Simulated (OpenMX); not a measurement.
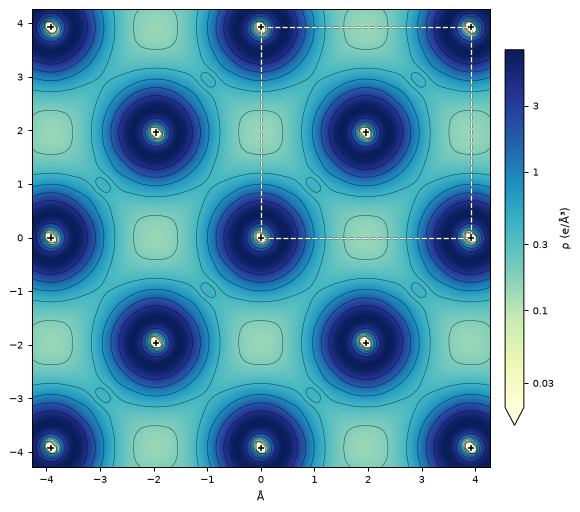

The valence charge density (pseudo) on a plane through atoms (crosses mark nuclei in the plane).

Computed with OpenMX 3.8.5, Kohn-Sham DFT of a periodic cell, PBE, OpenMX 2013 PBE set.

Candidates:
A. WS, a = 3.44 Å, b = 3.44 Å, c = 3.44 Å, α = 90.00°, β = 90.00°, γ = 90.00°. Space group Pm-3m; a structure from a database of computed crystals, not necessarily the ambient phase; a generated structure, not necessarily the stable one; computed pressure about −35 GPa in this cell.
B. Pt, a = 3.92 Å, b = 3.92 Å, c = 3.92 Å, α = 90.00°, β = 90.00°, γ = 90.00°. Space group Fm-3m; computed pressure about 12 GPa in this cell.
C. Pd, a = 2.90 Å, b = 2.90 Å, c = 4.63 Å, α = 90.00°, β = 90.00°, γ = 120.00°. Space group P6₃/mmc; a structure from a database of computed crystals, not necessarily the ambient phase; computed pressure about −9 GPa in this cell.

> Which system is this?

Candidate B: Pt on the (100) plane of the conventional cell, which holds Pt. Pt–Pt (2.77 Å): ρ is about 0.42 e/Å³ halfway.
